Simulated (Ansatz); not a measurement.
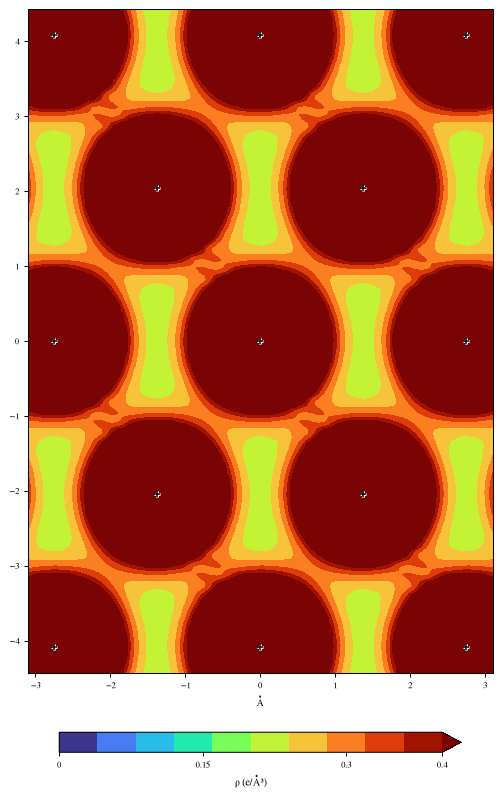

The valence charge density (pseudo) on a plane through atoms (crosses mark nuclei in the plane).

Method: Ansatz 0.2.0, Kohn-Sham DFT of a periodic cell, PBE, Ansatz PAW.

Candidates:
A. Sn, a = 3.79 Å, b = 3.79 Å, c = 3.79 Å, α = 90.00°, β = 90.00°, γ = 90.00°. Space group Im-3m; a structure from a database of computed crystals, not necessarily the ambient phase.
B. AlN, a = 4.07 Å, b = 4.07 Å, c = 4.07 Å, α = 90.00°, β = 90.00°, γ = 90.00°. Space group Fm-3m; a structure from a database of computed crystals, not necessarily the ambient phase.
C. Cu, a = 2.89 Å, b = 2.89 Å, c = 2.75 Å, α = 90.00°, β = 90.00°, γ = 90.00°. Space group I4/mmm; a structure from a database of computed crystals, not necessarily the ambient phase; computed pressure about 7 GPa in this cell.

Question: Which system is this?

Answer: Candidate C: Cu on the (11̄0) plane of the conventional cell, which holds Cu. Cu–Cu (2.46 Å): ρ at the midpoint is about 0.3 e/Å³. Cu–Cu (2.75 Å): ρ is about 0.23 e/Å³ halfway.
